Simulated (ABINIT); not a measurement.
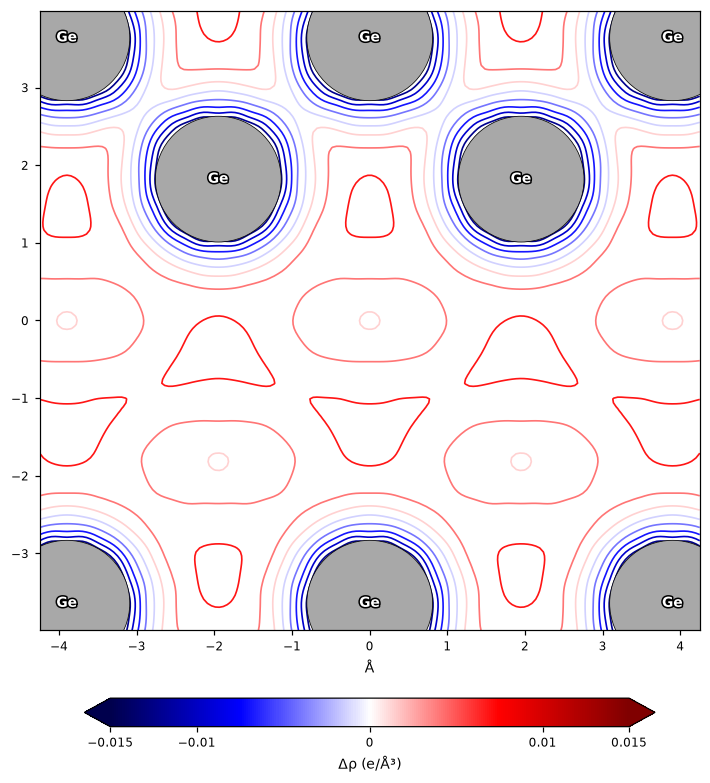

Ge. Difference of the valence pseudo-densities of two functionals at the same geometry, on the (110) plane of the calculation cell: PBE less BLYP.

Both computed with ABINIT (plane waves, PAW), on the same k-point mesh. Grey discs cover the atomic cores.

What does the difference map show?

Answer. Against BLYP, PBE gives less density around Ge (−0.007 e/Å³ on average at 1.0 Å from the nucleus) and more density in the space between the atoms (+0.006 e/Å³ on average).
